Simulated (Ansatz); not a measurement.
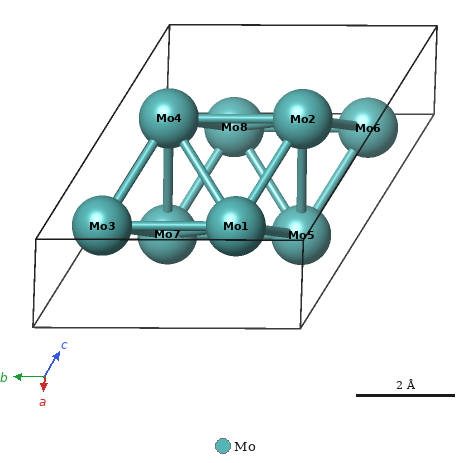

*The structure as given in the input (ball-and-stick view of the cell of the calculation, seen at an oblique angle; atoms are numbered from 1 in the order of the input).*

Near neighbours in the crystal (not all of them lie inside the picture): Mo has 12 Mo at 2.76 to 2.92 Å.

# Single-point calculation of Mo

Mo (P6₃/mmc, 8 atoms in the cell), computed with DFT, PBE, plane waves, PAW, no spin polarisation (Ansatz 0.2.0).

The structure derives from a Materials Project entry. Figures and captions count atoms from 1; the log counts them from 0 in places.

## Output
```
Engine: ansatz 0.2.0, x86_64-unknown-linux-gnu
Pseudopotentials: kind: paw
Pseudopotential: Mo, paw, valence charge 14, recommended cutoff 420 eV (normal), Mo.paw.azcp
Functional definition: PBE
  parameter kappa = 0.804
  parameter beta = 0.06672455060314922
  exchange = pbe_x(kappa = kappa, mu = beta*pi^2/3)
  correlation = pbe_c(beta = beta)
Crystal: 8 atoms, lattice volume = 128.980 Å³
Basis set: ecut = 420 eV, 2495 PW (Γ), exchange–correlation on 72×80×80 points (8 copies of the dense FFT grid, shifted against one another)
Bands: 68, of which v1, the nominal top of the filled ones, is band 56 counted from 1 (55 counted from 0)
Symmetry: 96 space group operations
Space group: P63/mmc (ITA 194), of the structure as read, at distance tolerance 5.1e-5 Å
k-points: 32 of 294
Non-local potential: Mo, projectors of the file, l = 0: 3, l = 1: 2, l = 2: 2, l = 3: 1
PAW form: soft (Blöchl's): semilocal exchange-correlation on the pseudo side does not see the compensation charge
PAW one-centre angular grid: Mo, 590 points (default); XC on 64 Gauss nodes
Initial density: superposition of atomic densities (neutral atoms: chi_scale 0, normalization atom), corrected by the library's trained network
Initial wavefunctions: pseudopotential atomic-orbital guess
Functional: x = pbe(κ = 0.804, μ = 0.2195149727645171), c = pbe(β = 0.06672455060314922)
SCF iter   1: F=—  HF=-39644.713212 eV  |F-HF|=—  |Δ(HF+E_count)|=         —  Δρ=5.33e-3  dr2=3.36e-2  ethr=1.77e-3  ⟨swp⟩=4.5  Hψ=6993  notcnv=0
preconditioner: auto → Kerker (q_TF=auto, 2.665 Å⁻¹)  [metal: Δε(μ)=0.019 eV  Ē_g=3.820 eV  σ=0.100 eV  W_gap=0.11  n_scr=46 (ndim 8)  ℏωp=22.7 eV  f_vac=0.000  D(μ)=9.80/eV (n_scr^D=106)]
SCF iter   2: F=—  HF=-39644.711308 eV  |F-HF|=—  |Δ(HF+E_count)|=   1.90e-3  Δρ=3.19e-3  dr2=1.20e-2  ethr=3.00e-5  ⟨swp⟩=1.8  Hψ=2734  notcnv=0
SCF iter   3: F=—  HF=-39644.709327 eV  |F-HF|=—  |Δ(HF+E_count)|=   1.98e-3  Δρ=5.07e-4  dr2=2.61e-4  ethr=1.07e-5  ⟨swp⟩=2.0  Hψ=2806  notcnv=0
SCF iter   4: F=—  HF=-39644.709285 eV  |F-HF|=—  |Δ(HF+E_count)|=   4.14e-5  Δρ=8.62e-5  dr2=4.03e-6  ethr=2.33e-7  ⟨swp⟩=2.3  Hψ=3576  notcnv=0
SCF iter   5: F=—  HF=-39644.709261 eV  |F-HF|=—  |Δ(HF+E_count)|=   2.48e-5  Δρ=1.77e-5  dr2=2.94e-7  ethr=3.60e-9  ⟨swp⟩=2.8  Hψ=3628  notcnv=0
SCF iter   6: F=-39644.709261 eV  HF=-39644.709261 eV  |F-HF|=6.62e-10  |Δ(HF+E_count)|=   1.11e-8  Δρ=2.20e-6  dr2=2.95e-9  ethr=8.93e-11  ⟨swp⟩=7.8  Hψ=7697  notcnv=0
SCF 1 converged in 6 iterations: F = -39644.709261 eV  dr2 = 2.95e-9
  greatest PAW one-centre occupation: 0.998 electrons in one spin orbital (limit 2), on the Mo atom at site 7 (counted from 0), in its partial waves of l = 0
```

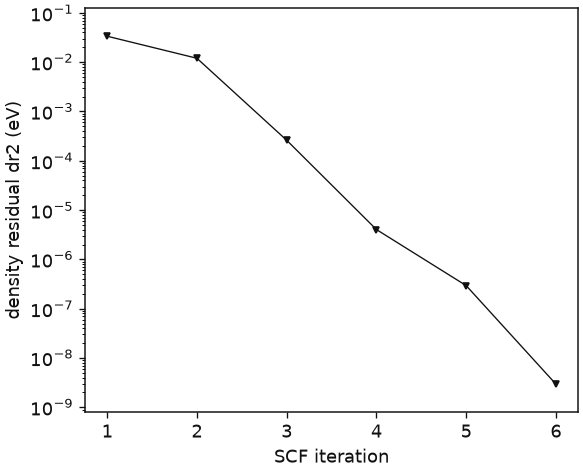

*Convergence of the self-consistent field: density residual dr2 against the SCF iteration.*

The residual falls at every step.

```
SCF converged after 6 iterations
Free energy (F): -39644.709261 eV
Harris-Foulkes:  -39644.709261 eV  (|F-HF|=6.62e-10)
Internal energy: -39644.660278 eV  (E = F + TS)
E sigma→0 (E₀):  -39644.684769 eV
Entropy (-TS):   -0.048983 eV (-6.123 meV/atom)
Fermi energy:    20.047031 eV
--- Per-component energies (eV) ---
  E_band       = -506.932528
  E_kinetic    = 3525.799930
  E_local      = -6497.442619  (includes V_loc(G=0)·N_el)
  E_nonlocal   = 1145.315899
  E_hartree    = 2150.604140
  E_xc         = -1465.803432
  E_vxc        = -1829.265049  (∫ρ·V_xc dr)
  E_paw        = -25610.757161  (= ΣΔE_a)
  E_vpaw       = -1152.549182  (= ΣTr[D̂ρ^β])
  E_aug_tail   = 0.000339  (compensation charges beyond the density's cutoff)
  E_ewald      = -12892.377375
  E_smearing   = -0.048983  (= −TS)
  E_closure    = -0.000000  (closes the sum)
  Σ components = -39644.709261   (vs F -39644.709261, Δ=0.00e0)
--- Forces (eV/Å), atoms counted from 1 ---
  atom   1  Mo    -0.00000000     0.00000000     0.00000000
  atom   2  Mo    -0.00000000     0.00000000     0.00000000
  atom   3  Mo    -0.00000000     0.00000000     0.00000000
  atom   4  Mo    -0.00000000     0.00000000     0.00000000
  atom   5  Mo     0.00000000    -0.00000000    -0.00000000
  atom   6  Mo     0.00000000    -0.00000000    -0.00000000
  atom   7  Mo     0.00000000    -0.00000000    -0.00000000
  atom   8  Mo     0.00000000    -0.00000000    -0.00000000
  max |Σ_I F_I| component: 5.49e-18 eV/Å
--- Stress (GPa, compression-positive) ---
        0.238065      -0.000000       0.000000
       -0.000000       0.238065      -0.000000
        0.000000      -0.000000      -0.785507
  P = ⅓ Tr σ = -0.1031 GPa (-1.031 kbar)
--- Band table (eV; the first three rows and the last of 32) ---
  k-point 0: bands = ["-40.7977", "-40.6445", "-40.5440", "-40.5440", "-40.5440", "-40.4944", "-40.4944", "-40.4944", "-15.4087", "-15.4087", "-15.4087", "-15.3466", "-15.2633", "-15.2633", "-15.2633", "-14.8051", "-14.8051", "-14.8051", "-14.4773", "-14.4773", "-14.4773", "-14.4718", "-14.4718", "-14.4718", "-14.3122", "-14.2845", "-14.2845", "-14.2845", "-14.1384", "-14.1384", "-14.0360", "-14.0360", "13.2523", "15.3634", "15.4749", "15.4749", "15.4749", "15.9170", "15.9170", "15.9170", "15.9873", "15.9873", "15.9873", "18.3389", "18.8817", "18.8817", "18.8817", "19.4218", "19.4218", "19.6829", "19.6829", "19.6829", "19.7356", "19.7356", "19.7356", "19.8513", "19.8513", "19.8513", "19.9110", "19.9110", "20.6362", "21.5181", "21.5181", "23.4103", "23.4103", "23.6927", "23.6927", "23.6927"]
  k-point 1: bands = ["-40.7862", "-40.6363", "-40.5591", "-40.5441", "-40.5441", "-40.4997", "-40.4943", "-40.4943", "-15.3748", "-15.3748", "-15.3484", "-15.3260", "-15.2315", "-15.2315", "-15.2067", "-14.8481", "-14.8064", "-14.8064", "-14.5072", "-14.5072", "-14.4760", "-14.4760", "-14.4562", "-14.4532", "-14.3235", "-14.3235", "-14.3145", "-14.2720", "-14.2037", "-14.1562", "-14.1021", "-14.0478", "13.4469", "15.5515", "15.5638", "15.6727", "15.6727", "15.9910", "15.9910", "16.0135", "16.0585", "16.1614", "16.1614", "18.3774", "18.8948", "18.8948", "18.9769", "19.2645", "19.3188", "19.5150", "19.5150", "19.5683", "19.5683", "19.6011", "19.7501", "19.7661", "19.8645", "19.8645", "19.9518", "20.0838", "20.0875", "21.2901", "21.3796", "23.4681", "23.5265", "23.5265", "23.6985", "23.9632"]
  k-point 2: bands = ["-40.7537", "-40.6136", "-40.5982", "-40.5445", "-40.5445", "-40.5174", "-40.4940", "-40.4940", "-15.2833", "-15.2833", "-15.2666", "-15.1779", "-15.1524", "-15.1524", "-15.0462", "-14.9470", "-14.8092", "-14.8092", "-14.5953", "-14.5953", "-14.4732", "-14.4732", "-14.4259", "-14.4259", "-14.4121", "-14.4073", "-14.3853", "-14.3224", "-14.2835", "-14.2370", "-14.2051", "-14.0813", "13.9899", "15.7332", "16.0336", "16.0680", "16.1809", "16.1809", "16.2344", "16.2344", "16.4751", "16.6182", "16.6182", "18.3149", "18.6931", "18.8096", "18.8096", "18.9716", "18.9716", "19.0516", "19.1532", "19.2553", "19.4212", "19.4212", "19.5849", "19.6050", "19.7845", "19.7845", "19.9461", "20.1268", "20.5887", "20.8149", "21.0429", "22.6053", "22.6053", "22.7300", "23.1624", "23.1624"]
  k-point 31: bands = ["-40.6227", "-40.6227", "-40.5819", "-40.5819", "-40.5819", "-40.5819", "-40.4951", "-40.4951", "-15.1499", "-15.1499", "-15.0318", "-15.0318", "-15.0318", "-15.0318", "-14.9132", "-14.9132", "-14.8994", "-14.8994", "-14.5842", "-14.5842", "-14.5842", "-14.5842", "-14.5344", "-14.5344", "-14.4690", "-14.4690", "-14.3503", "-14.3503", "-14.3503", "-14.3503", "-14.2656", "-14.2656", "16.2658", "16.2658", "16.2658", "16.2658", "16.2757", "16.2757", "16.8453", "16.8453", "17.6528", "17.6528", "17.7671", "17.7671", "17.7671", "17.7671", "17.7714", "17.7714", "18.4855", "18.4855", "18.7466", "18.7466", "18.7466", "18.7466", "18.8911", "18.8911", "20.5524", "20.5524", "20.9417", "20.9417", "20.9417", "20.9417", "20.9751", "20.9751", "22.7037", "22.7037", "23.1963", "23.1963"]
```

This output came from the following input.

## The input
```yaml
crystal:
  lattice:
    - [0.0, 0.0, 4.9035753677]
    - [-5.5111088935, 0.0, 0.0]
    - [2.7555544467, -4.7727603048, 0.0]
  atoms:
    - { symbol: Mo, position: [0.25, 0.3333333333, 0.1666666667] }
    - { symbol: Mo, position: [0.25, 0.3333333333, 0.6666666667] }
    - { symbol: Mo, position: [0.25, 0.8333333333, 0.1666666667] }
    - { symbol: Mo, position: [0.25, 0.8333333333, 0.6666666667] }
    - { symbol: Mo, position: [0.75, 0.1666666667, 0.3333333333] }
    - { symbol: Mo, position: [0.75, 0.1666666667, 0.8333333333] }
    - { symbol: Mo, position: [0.75, 0.6666666667, 0.3333333333] }
    - { symbol: Mo, position: [0.75, 0.6666666667, 0.8333333333] }
basis:
  ecutwfc: 420
kpoints:
  mp_grid: { grid: [6, 7, 7] }
hamiltonian:
  xc: pbe
scf:
  occupations: { method: gaussian, width: 0.1 }
output:
  forces: true
  eigenvalues: true
  stress: true
```

Run as:
```bash
ansatz run input.yaml --threads 1 --pin off --max-ram 2560MiB --backend cpu --events-out ev --progress --plain --runs-dir out
```

## Results in brief

- outcome: converged
- space group (tolerance 0.01 Å): P6₃/mmc (194)
- electrons treated: 112
- free energy: −39644.7093 eV
- Fermi energy: 20.047 eV
- gap on the k-point mesh: none (metallic)
- pressure: −0.10 GPa
- largest force (length of the vector): under 0.001 eV/Å
- hardware: 1 thread of Intel Xeon (Granite Rapids), 64 GiB of memory available, shared host
- wall time: 5.8 s
- peak memory: 0.55 GiB

Settings chosen away from the usual ones: kpoints.mp_grid.grid set to [6, 7, 7] (from [8, 9, 9]). These settings are looser than, or depart from, a standard set-up, so the numbers are not reference values for this system.
